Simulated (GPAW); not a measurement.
# Optical response of BP

Aim: the dielectric function of BP, and the optical constants that follow from it.

Program: GPAW 26.7.0. Level of theory: DFT, PBE, plane-wave PAW (GPAW data sets), scalar-relativistic, RPA, optical limit. Results are calculated unless marked as measured.

## 1. Set-up

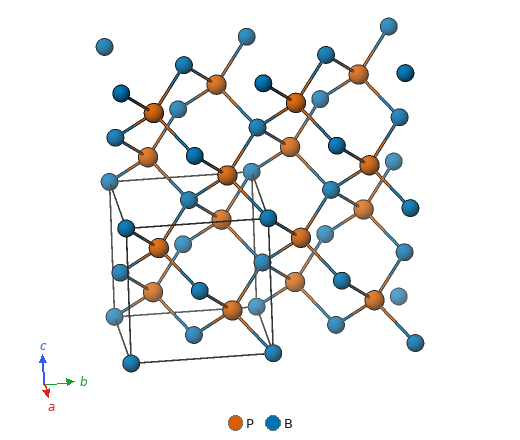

The cell as given, slightly off an axis (phosphorus orange, boron blue). 1×2×2 cells are drawn. This picture shows the conventional cell, with its axes. Bonds to atoms that aren't drawn are left out. Some periodic images of atoms are drawn too.

## 2. Ground state

The self-consistent density comes first; it also tells whether there is a gap, which decides the occupations and the need for a Drude term.

This step: DFT, PBE, plane-wave PAW (GPAW data sets), scalar-relativistic, ground state (GPAW 26.7.0).

The input, gs.py:

```python
from ase import Atoms
from ase.dft.bandgap import bandgap
from gpaw import GPAW, PW, FermiDirac

atoms = Atoms(['P', 'B'],
              cell=[[0.000000000000, 2.269000000000, 2.269000000000],
                    [2.269000000000, 0.000000000000, 2.269000000000],
                    [2.269000000000, 2.269000000000, 0.000000000000]],
              scaled_positions=[[0.750000000000, 0.750000000000, 0.750000000000],
                                [0.000000000000, 0.000000000000, 0.000000000000]],
              pbc=[True, True, True])
atoms.calc = GPAW(mode=PW(500), xc='PBE', kpts={'size': (8, 8, 8), 'gamma': True},
                  occupations=FermiDirac(0.05), maxiter=150, txt='gs.txt')
print('energy (eV)', atoms.get_potential_energy())
print('Fermi level (eV)', atoms.calc.get_fermi_level())
print('valence electrons', atoms.calc.get_number_of_electrons())
print('gap (eV)', bandgap(atoms.calc, output=None)[0])
print('direct gap (eV)', bandgap(atoms.calc, direct=True, output=None)[0])
atoms.calc.write('gs.gpw')
```

Started as:

```console
$ OMP_NUM_THREADS=1 python gs.py
```

Numbers of over 12 decimals in the logs are rounded to 6 here.

Output:

```text
__  _  _
 | _ |_)|_||  |
 |__||  | ||/\| - 26.7.0

Versions:
  Python: 3.12.14
  ASE:    3.29.0
  Numpy:  2.5.5
  Scipy:  1.18.1
  Libxc:  7.0.0

Input parameters:
  mode=PW(ecut=500.0),
  kpts=MonkhorstPack(size=(8, 8, 8), gamma=True),
  maxiter=150,
  occupations=Occupations(name='fermi-dirac', width=0.05, fixmagmom=False),
  xc=XC(name='PBE')

Diagonalizing LCAO Hamiltonian
Converting LCAO to pw mode

                  P

       B

Atoms  # Å, Bohr magnetons
|   | symbol |        x |        y |        z |    initial magnetic moments |
| 0 |      P | 3.403500 | 3.403500 | 3.403500 | ( 0.0000,  0.0000,  0.0000) |
| 1 |      B | 0.000000 | 0.000000 | 0.000000 | ( 0.0000,  0.0000,  0.0000) |

Unit cell  # Å
| periodic |        x |        y |        z |  lengths |    angles |
|      yes | 0.000000 | 2.269000 | 2.269000 | 3.208851 | 60.000000 |
|      yes | 2.269000 | 0.000000 | 2.269000 | 3.208851 | 60.000000 |
|      yes | 2.269000 | 2.269000 | 0.000000 | 3.208851 | 60.000000 |

Number of symmetries: 24
Symmetry operations  # r_c * U_cc + t_c -> r_c
|    | kind |            matrix            |
|  0 |  E   |  1, 0, 0,  0, 1, 0,  0, 0, 1 |
|  1 |  σ   |  1, 0, 0,  0, 0, 1,  0, 1, 0 |
|  2 |  σ   |  1, 0,-1,  0, 1,-1,  0, 0,-1 |
|  3 |  C3  |  1, 0,-1,  0, 0,-1,  0, 1,-1 |
|  4 |  C3  |  1,-1, 0,  0,-1, 1,  0,-1, 0 |
|  5 |  σ   |  1,-1, 0,  0,-1, 0,  0,-1, 1 |
|  6 |  σ   |  0, 1, 0,  1, 0, 0,  0, 0, 1 |
|  7 |  C3  |  0, 1, 0,  0, 0, 1,  1, 0, 0 |
|  8 |  C2  |  0, 1,-1,  1, 0,-1,  0, 0,-1 |
|  9 |  S4  |  0, 1,-1,  0, 0,-1,  1, 0,-1 |
| 10 |  C3  |  0, 0, 1,  1, 0, 0,  0, 1, 0 |
| 11 |  σ   |  0, 0, 1,  0, 1, 0,  1, 0, 0 |
| 12 |  S4  |  0, 0,-1,  1, 0,-1,  0, 1,-1 |
| 13 |  C3  |  0, 0,-1,  0, 1,-1,  1, 0,-1 |
| 14 |  S4  |  0,-1, 1,  1,-1, 0,  0,-1, 0 |
| 15 |  C2  |  0,-1, 1,  0,-1, 0,  1,-1, 0 |
| 16 |  C3  |  0,-1, 0,  1,-1, 0,  0,-1, 1 |
| 17 |  S4  |  0,-1, 0,  0,-1, 1,  1,-1, 0 |
| 18 |  S4  | -1, 1, 0, -1, 0, 1, -1, 0, 0 |
| 19 |  C3  | -1, 1, 0, -1, 0, 0, -1, 0, 1 |
| 20 |  C3  | -1, 0, 1, -1, 1, 0, -1, 0, 0 |
| 21 |  S4  | -1, 0, 1, -1, 0, 0, -1, 1, 0 |
| 22 |  σ   | -1, 0, 0, -1, 1, 0, -1, 0, 1 |
| 23 |  C2  | -1, 0, 0, -1, 0, 1, -1, 1, 0 |

BZ-sampling:
  Number of BZ points: 512
  Number of IBZ points: 29

  Monkhorst-Pack size: [8, 8, 8]
  Monkhorst-Pack shift: [0.0625, 0.0625, 0.0625]

K-points  # in reciprocal-cell coordinates
|     |                                coordinates |     weight |
|   0 | (  0.00000000,   0.00000000,   0.00000000) | 0.00195312 |
|   1 | (  0.12500000,   0.12500000,   0.00000000) | 0.01171875 |
|   2 | (  0.12500000,   0.12500000,   0.12500000) | 0.01562500 |
|   3 | (  0.25000000,   0.12500000,   0.12500000) | 0.02343750 |
|   4 | (  0.25000000,   0.25000000,   0.00000000) | 0.01171875 |
|   5 | (  0.25000000,   0.25000000,   0.12500000) | 0.04687500 |
|   6 | (  0.25000000,   0.25000000,   0.25000000) | 0.01562500 |
|   7 | (  0.37500000,   0.25000000,  -0.37500000) | 0.04687500 |
|   8 | (  0.37500000,   0.25000000,   0.12500000) | 0.04687500 |
|   9 | (  0.37500000,   0.25000000,   0.25000000) | 0.04687500 |
| ... |                                            |            |
|  28 | (  0.50000000,   0.50000000,   0.50000000) | 0.00781250 |

Plane wave coefficients: 609
Cutoff: 500.0 eV

Spin-components: 1 (collinear spins)
Bands:           8
Projectors:      10
Spin-degeneracy: 2
Datatype:        complex128

Parallelization:
  kpt:    1
  domain: 1
  band:   1

Density:
  Valence electrons: 8.0
  Components: 1
  Grid points: [18 18 18]
  Charge: 0.0  # |e|

Potential:
  Grid points: [18 18 18]

species:
  P:
    name:    Phosphorus
    id:
    Z:       15.0
    valence: 5
    core:    10
    charge:  0.0  # [|e|]
    compensation charges:
      type: gauss
      rc: 0.30  # [Å]
      lmax: 2
    cutoffs:
      filter: 1.69  # [Å]
      core: 1.81  # [Å]
    projectors
    | kind |    occ | energy [eV] | rcut [Å] |
    |   3s |  2.000 |     -13.968 |    0.953 |
    |   3p |  3.000 |      -5.506 |    0.953 |
    |    s |        |      13.244 |    0.953 |
    |    p |        |      21.705 |    0.953 |
    |    d |        |       0.000 |    0.953 |

    Using partial waves for P as LCAO basis

  B:
    name:    Boron
    id:
    Z:       5.0
    valence: 3
    core:    2
    charge:  0.0  # [|e|]
    compensation charges:
      type: gauss
      rc: 0.20  # [Å]
      lmax: 2
    cutoffs:
      filter: 1.14  # [Å]
      core: 1.38  # [Å]
    projectors
    | kind |    occ | energy [eV] | rcut [Å] |
    |   2s |  2.000 |      -9.443 |    0.635 |
    |   2p |  1.000 |      -3.606 |    0.635 |
    |    s |        |      17.768 |    0.635 |
    |    p |        |      23.605 |    0.635 |
    |    d |        |       0.000 |    0.635 |

    Using partial waves for B as LCAO basis

Reference energy: -9972.403226  # eV

eigensolver:
  PPCG
  Converge bands: occupied
  niter=2

density mixing:
  MSR1-Mixer
  Pratt-step length: 0.05
  Maximum mixing coefficient: 0.75
  Old densities: 10
  SVD Regularization: 0.005
  Good broyden scale: 1.0
  Trust region scale: 1.0
  Backstep threshold: 4.0
  History deletion threshold: 6.0
  Fourier metric: weight=20.0, sigma=0.015

occupation numbers:
  Fermi-Dirac:
    width: 0.0500  # eV

poisson solver:
  ecut: 4000.0  # eV

xc functional:
  name: PBE with 2 nearest neighbor stencil

convergence criteria:
- Maximum [total energy] change in last 3 cyles: 0.0005 eV / valence electron
- Maximum integral of absolute [dens]ity change: 0.0001 electrons / valence electron
- Maximum integral of absolute [eigenst]ate change: 4e-08 eV^2 / valence electron
maximum number of iterations: 150

SCF iterations
|iter     |      energy | eigst |  dens |
|iter:   1||  -13.491365 | +0.12 |       |
|iter:   2||  -13.380906 | -1.98 | -0.71 |
|iter:   3||  -12.885250 | -1.28 | -0.75 |
|iter:   4||  -12.879828 | -2.87 | -1.43 |
|iter:   5||  -12.879948 | -3.86 | -1.93 |
|iter:   6||  -12.879977c| -5.34 | -2.61 |
|iter:   7||  -12.879977c| -6.93 | -3.73 |
|iter:   8||  -12.879977c| -8.31c| -4.29c|

Converged in 8 steps
SCF loop duration: 2.561 s (0.320 s/step)
Energy contributions relative to reference atoms: (reference = -9972.403226)

Energy contributions:
  Kinetic:          13.610563
  Coulomb:         -11.852883
  Zero:             -0.029393
  External:          0.000000
  Xc:              -14.608264
  Entropy:          -0.000000
  Spinorbit:         0.000000
  ----------------------------
  Free energy:     -12.879977
  Extrapolated:    -12.879977

dipole moment: (-3.344662, -3.344662, -3.344662)  # |e|*Ang

Fermi level: 8.828
Eigenvalues  # (at kpt = [0.000, 0.000, 0.000])
| band index |      eig [eV] | occ [0-2] |
|          0 |        -7.248 |     2.000 |
|          1 |         8.211 |     2.000 |
|          2 |         8.211 |     2.000 |
|          3 |         8.211 |     2.000 |
|          4 |        11.617 |     0.000 |
|          5 |        11.617 |     0.000 |
|          6 |        11.617 |     0.000 |
|          7 |        15.608 |     0.000 |

Gap: 1.276 eV
Transition (v -> c):
  (s=0, k=0, n=3, [0.00, 0.00, 0.00]) -> (s=0, k=12, n=4, [0.38, 0.38, 0.00])
Direct/indirect transitions are different
Direct gap: 3.405 eV
Transition at: (s=0, k=0, n=3, [0.00, 0.00, 0.00])

--- standard output ---
energy (eV) -12.879977
Fermi level (eV) 8.828232
valence electrons 8.0
gap (eV) 1.275588
direct gap (eV) 3.405497
```

Run time: 3.7 s. Hardware: 1 thread of Arm Neoverse V2, shared host; peak memory 0.12 GiB.

This step gave:

- energy: -12.88 eV
- Fermi energy: 8.828 eV
- gap on the k-mesh: 1.276 eV
- direct gap on the mesh: 3.405 eV
- electrons: 8

There is a gap, 1.28 eV on this mesh (points off the mesh can give less), so no carriers' term is needed.

## 3. Bands for the response

The response needs many more empty bands than the density does.

This step: DFT, PBE, plane-wave PAW (GPAW data sets), scalar-relativistic, bands at fixed density (GPAW 26.7.0).

The input, nscf.py:

```python
from ase.dft.bandgap import bandgap
from gpaw import GPAW, FermiDirac

calc = GPAW('gs.gpw').fixed_density(kpts={'size': (13, 13, 13), 'gamma': True}, nbands=25, convergence={'bands': 19},
                                    occupations=FermiDirac(0.001), txt='nscf.txt')
print('gap (eV)', bandgap(calc, output=None)[0])
print('direct gap (eV)', bandgap(calc, direct=True, output=None)[0])
print('top band over the Fermi level (eV)', min(calc.get_eigenvalues(kpt=k)[18] for k in range(len(calc.get_ibz_k_points()))) - calc.get_fermi_level())
calc.write('full.gpw', mode='all')
```

Started as:

```console
$ OMP_NUM_THREADS=1 python nscf.py
```

Output:

```text
Diagonalizing LCAO Hamiltonian
Converting LCAO to pw mode
convergence criteria:
- Maximum integral of absolute [eigenst]ate change: 4e-08 eV^2 / valence electron
maximum number of iterations: 150

SCF iterations
|iter     |      energy | eigst |  dens |
|iter:   1||             | +3.15 |       |
|iter:   2||             | +1.39 |       |
|iter:   3||             | -0.93 |       |
|iter:   4||             | -2.61 |       |
|iter:   5||             | -4.51 |       |
|iter:   6||             | -6.02 |       |
|iter:   7||             | -7.33 |       |
|iter:   8||             | -8.32c|       |
SCF steps: 8
  __  _  _
 | _ |_)|_||  |
 |__||  | ||/\| - 26.7.0

Versions:
  Python: 3.12.14
  ASE:    3.29.0
  Numpy:  2.5.5
  Scipy:  1.18.1
  Libxc:  7.0.0

Input parameters:
  mode=PW(ecut=500.0),
  convergence={'bands': 19},
  gpts=array([18, 18, 18]),
  kpts=MonkhorstPack(size=(13, 13, 13), gamma=True),
  maxiter=150,
  nbands=25,
  occupations=Occupations(name='fermi-dirac', width=0.001, fixmagmom=False),
  parallel={},
  xc=XC(name='PBE')

--- standard output ---
gap (eV) 1.260535
direct gap (eV) 3.405497
top band over the Fermi level (eV) 29.080482
```

Run time: 22 s. Hardware: 1 thread; peak memory 0.15 GiB.

Numbers from this step:

| Property | Result |
| --- | --- |
| gap on the k-mesh | 1.261 eV |

## 4. Dielectric function, RPA

Local fields let the induced charge screen the field inside the cell, which as a rule lowers ε, most along directions where the density is uneven.

This step: DFT, PBE, plane-wave PAW (GPAW data sets), scalar-relativistic, RPA, optical limit (GPAW 26.7.0).

The input, df.py:

```python
from gpaw.response.df import DielectricFunction

df = DielectricFunction('full.gpw', frequencies={'type': 'nonlinear', 'domega0': 0.03, 'omega2': 8},
                        ecut=60,
                        eta=0.15,
                        nbands=19,
                        txt='df.txt')
for direction in ['x']:
    df.get_dielectric_function(xc='RPA', direction=direction, filename=f'df_{direction}.csv')
```

Started as:

```console
$ OMP_NUM_THREADS=1 python df.py
```

Output:

```text
Using integrator: PointIntegrator
NonLinearFrequencyDescriptor(from 0.000 to 52.646 eV, 472 points)
Nonperiodic BCs:  [False False False]
Using integrator: PointIntegrator
NonLinearFrequencyDescriptor(from 0.000 to 52.646 eV, 472 points)
Nonperiodic BCs:  [False False False]

Calculating chi0 body with:
    Ground state adapter containing:
    Number of spins: 1
    Number of kpoints: 2197
    Number of irreducible kpoints: 84
    Number of completely occupied states: 4
    Number of partially occupied states: 4

    Linear response parametrization:
    q_c: [0.0, 0.0, 0.0]
    Number of frequency points: 472
    Planewave cutoff: 60.0
    Number of bands: 19
    Number of planewaves: 27
    Broadening (eta): 0.15

Integrating chi0 body.

Symmetries of q_c:
    Direct symmetries (Uq -> q): 24
    Indirect symmetries (TUq -> q): 24
In total 48 allowed symmetries.

84 groups of equivalent kpoints. 96.176604% reduction.

Integral kind: spectral function

Calculating chi0 optical extensions with:
    Ground state adapter containing:
    Number of spins: 1
    Number of kpoints: 2197
    Number of irreducible kpoints: 84
    Number of completely occupied states: 4
    Number of partially occupied states: 4

    Linear response parametrization:
    Number of frequency points: 472
    Planewave cutoff: 60.0
    Number of bands: 19
    Number of planewaves: 27
    Broadening (eta): 0.15
Integrating chi0 head and wings.

Symmetries of q_c:
    Direct symmetries (Uq -> q): 24
    Indirect symmetries (TUq -> q): 24
In total 48 allowed symmetries.

84 groups of equivalent kpoints. 96.176604% reduction.

Integral kind: spectral function wings
```

Elapsed: 3.4 s, on 1 thread; peak memory 0.21 GiB.

Read-outs, printed or worked out from the files:

- electronic dielectric constant ε∞, mean over x, y and z (by symmetry where fewer were run): 8.819
- main peak of Im epsilon, first axis: 5.777 eV

Some rows of df_x.csv (energy; Re and Im without local fields; Re and Im with them):

```text
0.000000, 9.425553, 0.000000, 8.818812, 0.000000
0.555532, 9.502446, 0.042140, 8.888208, 0.038025
1.143969, 9.764145, 0.093671, 9.124267, 0.084458
1.768324, 10.297013, 0.168761, 9.604401, 0.151953
2.431988, 11.309620, 0.309534, 10.515292, 0.278218
3.138794, 13.527536, 0.816366, 12.508075, 0.735167
3.893091, 15.270274, 5.427307, 14.027123, 4.909561
4.699832, 16.975335, 10.150284, 15.446555, 8.899486
5.564682, 17.803796, 27.675728, 17.352623, 23.081023
6.494155, 0.184224, 24.334470, 2.704889, 21.537582
7.495775, -9.296761, 7.832299, -8.621124, 8.261912
8.578281, -3.093788, 6.171451, -2.493532, 5.638476
9.751884, -4.828119, 3.759294, -4.443018, 4.042019
11.028587, -2.474711, 2.261285, -2.176597, 2.262514
12.422601, -2.568977, 1.505197, -2.415765, 1.694591
13.950874, -1.425767, 1.100628, -1.259170, 1.177488
15.633783, -1.002873, 0.715548, -0.872913, 0.785317
17.496047, -0.614493, 0.490498, -0.513009, 0.533809
19.567954, -0.281963, 0.317512, -0.171677, 0.390380
```

The Im ε, E ∥ x has structure finer than the step of the table below, so its rows give means over 2 eV, whole bins alone (the curve runs from 0 to 21.9 eV). Peaks (eV: height): 5.8: 29.0, 6.7: 23.9.

Values under the direct gap are tails of Lorentzian lines. Table of Im ε, E ∥ x by photon energy; means over each step:

```
photon energy (eV)  Im ε, E ∥ x
                 2        0.222
                 4         4.67
                 6         19.4
                 8         7.31
                10         3.53
                12         1.98
                14         1.10
                16        0.692
                18        0.452
                20        0.376
```

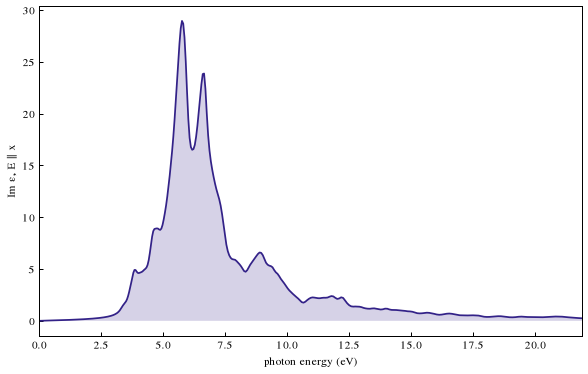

Im ε, E ∥ x, plotted against photon energy.

The Re ε, E ∥ x by photon energy:

```
photon energy (eV)  Re ε, E ∥ x
                 0         8.82
                 2         9.86
                 4         14.0
                 6        -1.67
                 8        -4.92
                10        -4.26
                12        -2.11
                14        -1.29
                16       -0.853
                18       -0.442
                20       -0.113
```

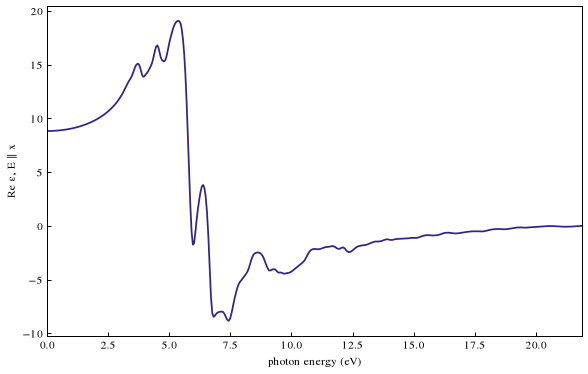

Re ε, E ∥ x, plotted against photon energy.

The reflectivity at normal incidence, E ∥ x has structure finer than the step of the table below, so its rows give means over 1 eV, whole bins alone (the curve runs from 0 to 21.9 eV). Peaks (eV: height): 5.9: 57.6, 7.5: 66.8, 10.5: 64.3, 12.5: 59.4, 15.2: 53.9, 16.0: 52.6, 17.9: 50.4.

Table of reflectivity at normal incidence, E ∥ x by photon energy; means over each step:

```
photon energy (eV)  reflectivity at normal incidence, E ∥ x (%)
                 1                                         25.2
                 2                                         26.8
                 3                                         30.7
                 4                                         35.8
                 5                                         42.5
                 6                                         52.6
                 7                                         61.8
                 8                                         57.6
                 9                                         50.5
                10                                         61.4
                11                                         52.8
                12                                         50.1
                13                                         55.3
                14                                         50.1
                15                                         51.1
                16                                         48.4
                17                                         46.5
                18                                         45.0
                19                                         37.8
                20                                         30.1
                21                                         26.3
```

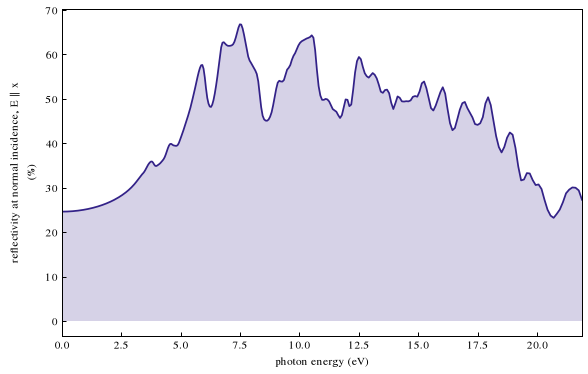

Reflectivity at normal incidence, E ∥ x against photon energy.

Values under the direct gap are tails of Lorentzian lines. The loss function −Im 1/ε at q → 0, E ∥ x by energy loss; read off at these points:

```
energy loss (eV)  loss function −Im 1/ε at q → 0, E ∥ x
             0.0                                      0
             2.0                                0.00192
             4.0                                 0.0214
             6.0                                 0.0485
             8.0                                  0.101
            10.0                                  0.113
            12.0                                  0.237
            14.0                                  0.386
            16.0                                  0.561
            18.0                                   1.13
            20.0                                   2.50
            20.3                                   2.80
```

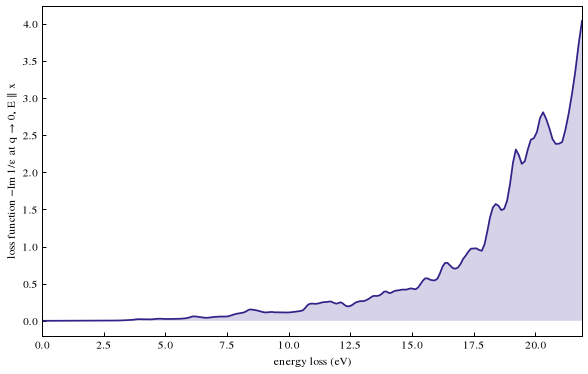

Loss function −Im 1/ε at q → 0, E ∥ x against energy loss.

Table of refractive index n and extinction k by photon energy:

```
photon energy (eV)      n       k
                 0   2.97       0
                 2   3.14  0.0297
                 4   3.79   0.610
                 6   3.08    3.34
                 8   1.14    2.49
                10  0.734    2.19
                12  0.671    1.60
                14  0.476    1.23
                16  0.323   0.978
                18  0.269   0.717
                20  0.367   0.498
```

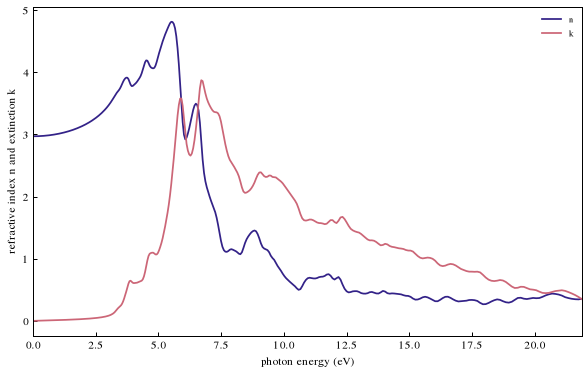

Refractive index n and extinction k, plotted against photon energy.

At chosen wavelengths:

```
wavelength (nm)     n      k  R (%)     1/α
           1550  2.99  0.009   24.9   13 µm
           1064  3.02  0.014   25.3  5.9 µm
            633  3.13  0.029   26.6  1.8 µm
            450  3.35  0.059   29.2  605 nm
            405  3.49  0.090   30.8  359 nm
            365  3.70  0.206   33.1  141 nm
            193  3.44  2.867   50.7  5.4 nm
```

Below the direct gap, k and the depth come from the tails of the Lorentzian lines, not from transitions.

Rows near the edge hang on the gap, which this functional as a rule makes too small, and phonon-assisted absorption is left out.

## 5. Outcome

| Quantity | Value |
| --- | --- |
| electronic dielectric constant ε∞, mean over x, y and z (by symmetry where fewer were run) (RPA) | 8.82 |
| main peak of Im epsilon, first axis | 5.78 eV |

What this shows: At this level (PBE, RPA) BP has ε∞ = 8.82 and n = 2.99 at 1550 nm, and Im ε peaks at 5.8 eV. On the mesh the gap is 1.26 eV and the least direct gap 3.41 eV, so on this mesh the band edges lie at different points. Local fields change the static value along x from 9.43 to 8.82 (-6 %). Distinct maxima of Im ε, read by a parabola through the highest points, lie at 5.78 eV (29), 6.63 eV (24) and 8.91 eV (6.6). Excitons and phonon-assisted transitions are missing; PBE gaps are as a rule too small, which pulls the onset down and ε∞ up. The sum runs over mesh points, so small or evenly spaced maxima can still be ripples of the mesh.

[Machine, clock and banner lines and Python warnings are left out of the logs.]

[Logs are printed without paths, hosts, clocks, repeated set-up lines and the standing remarks that a program may print on its own settings, such as how far it seeks lower states.]

[Hosts, paths, dates, database ids (printed as entryN), source tags and the programs' standing remarks are cut or masked in the printed files.]
